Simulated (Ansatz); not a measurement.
Run report: SiO2, single-point calculation

- system: SiO2 (I-42d, 6 atoms in the cell)
- method: DFT LDA, scalar-relativistic, plane waves, PAW, no spin polarisation (Ansatz 0.2.0)

The structure derives from an entry of the Crystallography Open Database. Figures and captions count atoms from 1; the log counts them from 0 in places.

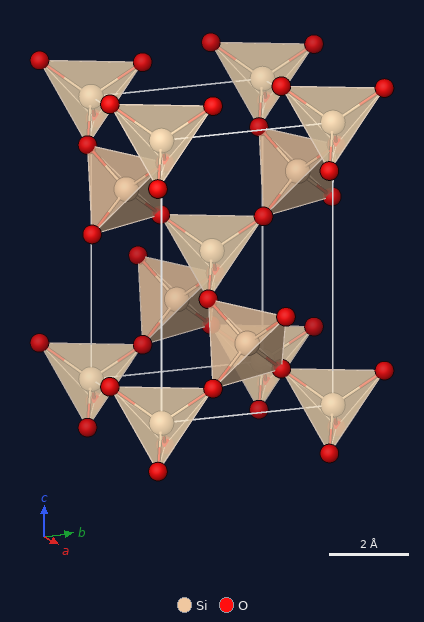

*The structure as given in the input (polyhedral view of the cell 2 times as large as that of the calculation, set on its symmetry axes, seen slightly off an axis; polyhedra are completed across the faces of the cell). An atom can appear more than once, as a periodic image.*

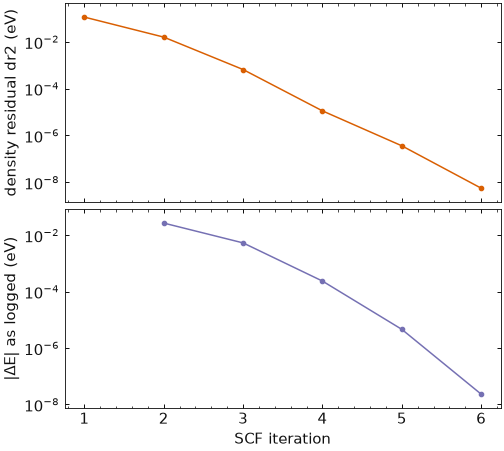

*Convergence of the self-consistent field: density residual dr2 and size of the energy change against the SCF iteration.*

The residual falls at every step.

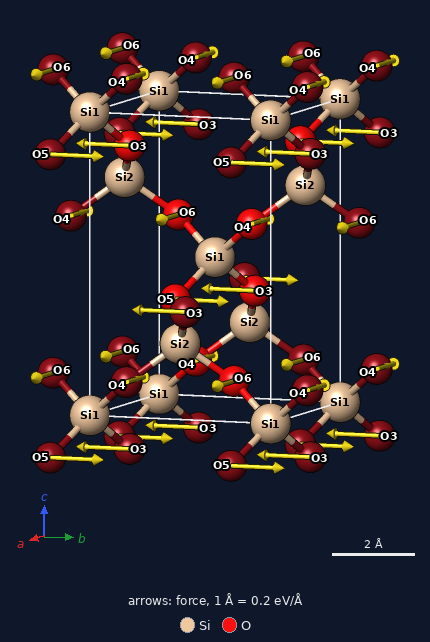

*Forces on the atoms as yellow arrows (ball-and-stick view of the cell 2 times as large as that of the calculation, set on its symmetry axes, seen slightly off an axis; neighbours outside the cell are drawn fainter; atoms are numbered from 1 in the order of the input).*

The largest act on all 4 O atoms (0.29 eV/Å). The geometry is not a stationary point of this energy.

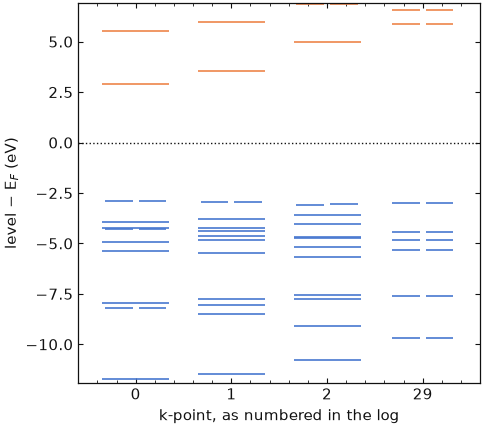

*Kohn–Sham levels near the Fermi level (dotted) at the few k-points that the log prints; levels within 0.02 eV of each other stand side by side.*

Among these points the highest filled and lowest empty levels are 5.82 eV apart, which is the gap on the mesh.

These pictures come from the run below.

Input file:
```yaml
crystal:
  lattice:
    - [-2.37405, 2.37405, 3.744]
    - [2.37405, -2.37405, 3.744]
    - [2.37405, 2.37405, -3.744]
  atoms:
    - { symbol: Si, position: [0.0, 0.0, 0.0] }
    - { symbol: Si, position: [0.75, 0.25, 0.5] }
    - { symbol: O, position: [0.99838, 0.625, 0.87338] }
    - { symbol: O, position: [0.375, 0.24838, 0.37338] }
    - { symbol: O, position: [0.75162, 0.125, 0.12662] }
    - { symbol: O, position: [0.875, 0.00162, 0.62662] }
basis:
  ecutwfc: 420
kpoints:
  mp_grid: { grid: [6, 6, 6] }
hamiltonian:
  xc: lda
scf:
  occupations: { method: gaussian, width: 0.1 }
output:
  forces: true
  stress: true
  eigenvalues: true
```

Launched with:
```bash
ansatz run input.yaml --threads 2 --pin off --max-ram 5120MiB --backend cpu --events-out ev --progress --plain --runs-dir out
```

Log:
```
Engine: ansatz 0.2.0, x86_64-unknown-linux-gnu
Pseudopotentials: kind: paw
Pseudopotential: Si, paw, valence charge 4, recommended cutoff 420 eV (normal), Si.paw.azcp
Pseudopotential: O, paw, valence charge 6, recommended cutoff 420 eV (normal), O.paw.azcp
Functional definition: SPW92
  exchange = slater_x
  correlation = pw_c
Crystal: 6 atoms, lattice volume = 84.406 Å³
Basis set: ecut = 420 eV, 1637 PW (Γ)
Bands: 22, of which v1, the nominal top of the filled ones, is band 16 counted from 1 (15 counted from 0)
Symmetry: 8 space group operations
Space group: I-42d (ITA 122), of the structure as read, at distance tolerance 4.4e-5 Å
k-points: 30 of 216 (time reversal used)
Non-local potential: Si, projectors of the file, l = 0: 2, l = 1: 2, l = 2: 2
Non-local potential: O, projectors of the file, l = 0: 2, l = 1: 2, l = 2: 1
PAW form: soft (Blöchl's): semilocal exchange-correlation on the pseudo side does not see the compensation charge
PAW frozen core: Si, regenerated for the run's functional, and the local potential with it (the file was generated under x = pbe(κ = 0.804, μ = 0.2195149727645171), c = pbe(β = 0.06672455060314922))
PAW frozen core: O, regenerated for the run's functional, and the local potential with it (the file was generated under x = pbe(κ = 0.804, μ = 0.2195149727645171), c = pbe(β = 0.06672455060314922))
PAW one-centre angular grid: Si, 110 points (default); XC on 64 Gauss nodes
PAW one-centre angular grid: O, 110 points (default); XC on 64 Gauss nodes
Initial density: superposition of atomic densities (neutral atoms: chi_scale 0, normalization atom), corrected by the library's trained network
Initial wavefunctions: pseudopotential atomic-orbital guess
Functional: x = slater, c = lda
SCF iter   1: F=—  HF=-3445.356231 eV  |F-HF|=—  |Δ(HF+E_count)|=         —  Δρ=1.22e-2  dr2=1.13e-1  ethr=1.77e-3  ⟨swp⟩=6.1  Hψ=3944  notcnv=0
preconditioner: auto → none  [insulator: Δε(μ)=5.671 eV  Ē_g=16.268 eV  σ=0.100 eV  W_gap=1.00  n_scr=14 (ndim 8)  ℏωp=22.9 eV  f_vac=0.207  D(μ)=0.00/eV (n_scr^D=0)  ε∞_Penn≈3.0]
SCF iter   2: F=—  HF=-3445.329301 eV  |F-HF|=—  |Δ(HF+E_count)|=   2.69e-2  Δρ=6.18e-3  dr2=1.58e-2  ethr=3.55e-4  ⟨swp⟩=2.0  Hψ=1384  notcnv=0  defer=54
SCF iter   3: F=—  HF=-3445.323967 eV  |F-HF|=—  |Δ(HF+E_count)|=   5.33e-3  Δρ=1.45e-3  dr2=6.52e-4  ethr=4.92e-5  ⟨swp⟩=2.0  Hψ=966  notcnv=0  defer=24
automatic band count: iteration 3 solves 21 bands in place of 22: the levels show a gap, and the empty bands left out lie too high to hold charge; the band table lists the bands solved (type scf.n_extra_bands for more)
SCF iter   4: F=—  HF=-3445.323732 eV  |F-HF|=—  |Δ(HF+E_count)|=   2.36e-4  Δρ=1.27e-4  dr2=1.12e-5  ethr=2.04e-6  ⟨swp⟩=2.0  Hψ=1086  notcnv=0  defer=24
SCF iter   5: F=—  HF=-3445.323727 eV  |F-HF|=—  |Δ(HF+E_count)|=   4.58e-6  Δρ=3.03e-5  dr2=3.61e-7  ethr=3.51e-8  ⟨swp⟩=3.0  Hψ=1190  notcnv=0  defer=24
SCF iter   6: F=-3445.323727 eV  HF=-3445.323727 eV  |F-HF|=4.18e-9  |Δ(HF+E_count)|=   2.30e-8  Δρ=2.61e-6  dr2=5.60e-9  ethr=3.13e-10  ⟨swp⟩=9.6  Hψ=3228  notcnv=0
SCF 1 converged in 6 iterations: F = -3445.323727 eV  dr2 = 5.60e-9
  greatest PAW one-centre occupation: 0.857 electrons in one spin orbital (limit 2), on the O atom at site 4 (counted from 0), in its partial waves of l = 0
SCF converged after 6 iterations
Free energy (F): -3445.323727 eV
Harris-Foulkes:  -3445.323727 eV  (|F-HF|=4.18e-9)
Internal energy: -3445.323727 eV  (E = F + TS)
E sigma→0 (E₀):  -3445.323727 eV
Fermi energy:    3.739213 eV
--- Per-component energies (eV) ---
  E_band       = -180.354543
  E_kinetic    = 798.916494
  E_local      = -2197.934781  (includes V_loc(G=0)·N_el)
  E_nonlocal   = 250.516210
  E_hartree    = 797.944295
  E_xc         = -401.140974
  E_vxc        = -469.393132  (∫ρ·V_xc dr)
  E_paw        = -1565.491632  (= ΣΔE_a)
  E_vpaw       = -158.356326  (= ΣTr[D̂ρ^β])
  E_aug_tail   = 0.010597  (compensation charges beyond the density's cutoff)
  E_ewald      = -1128.700283
  E_core_change = 0.556347  (= ΣΔE_core)
  E_smearing   = -0.000000  (= −TS)
  E_closure    = -0.000000  (closes the sum)
  Σ components = -3445.323727   (vs F -3445.323727, Δ=0.00e0)
--- Forces (eV/Å), atoms counted from 1 ---
  atom   1  Si    -0.00000000    -0.00000000     0.00000000
  atom   2  Si     0.00000000     0.00000000     0.00000000
  atom   3  O     -0.00000000    -0.28793370     0.00000000
  atom   4  O     -0.28793370     0.00000000     0.00000000
  atom   5  O      0.00000000     0.28793370     0.00000000
  atom   6  O      0.28793370     0.00000000    -0.00000000
  max |Σ_I F_I| component: 2.47e-17 eV/Å
--- Stress (GPa, compression-positive) ---
       -2.265176       0.000000      -0.000000
        0.000000      -2.265176       0.000000
        0.000000       0.000000      -4.284311
  P = ⅓ Tr σ = -2.9382 GPa (-29.382 kbar)
--- Band table (eV; the first three rows and the last of 30) ---
  k-point 0: bands = ["-18.0155", "-15.8243", "-15.8045", "-15.8045", "-7.9907", "-4.4647", "-4.4647", "-4.1959", "-1.6438", "-1.2015", "-0.5314", "-0.5314", "-0.4971", "-0.2041", "0.8297", "0.8297", "6.6475", "9.2827", "11.9279", "11.9279", "11.9943"]
  k-point 1: bands = ["-17.8917", "-15.9933", "-15.8365", "-15.8231", "-7.7292", "-4.7344", "-4.3323", "-4.0266", "-1.7534", "-1.0889", "-0.9117", "-0.6226", "-0.5103", "-0.0398", "0.7795", "0.7843", "7.2848", "9.7103", "11.0974", "11.6937", "11.9814"]
  k-point 2: bands = ["-17.5415", "-16.4604", "-15.8661", "-15.8601", "-7.0468", "-5.3295", "-4.0212", "-3.8189", "-1.9378", "-1.4557", "-0.9789", "-0.9510", "-0.3038", "0.1712", "0.6651", "0.6797", "8.7149", "10.5869", "10.6000", "10.9892", "11.9287"]
  k-point 29: bands = ["-17.0708", "-17.0708", "-15.8414", "-15.8414", "-5.9412", "-5.9412", "-3.8608", "-3.8608", "-1.5710", "-1.5710", "-1.1147", "-1.1147", "-0.6729", "-0.6729", "0.7255", "0.7255", "9.6215", "9.6215", "10.3022", "10.3022", "12.8370"]
```

Key numbers:

- outcome: converged
- space group (tolerance 0.01 Å): I-42d (122)
- electrons treated: 32
- free energy: −3445.3237 eV
- Fermi energy: 3.739 eV
- gap on the k-point mesh: 5.82 eV
- pressure: −2.94 GPa
- largest force (length of the vector): 0.288 eV/Å
- hardware: 2 threads of Intel Xeon @ 2.50GHz (Skylake/Cascade Lake), 16 GiB of memory available, shared host
- wall time: 2.6 s (CPU time 5 s)
- peak memory: 0.37 GiB
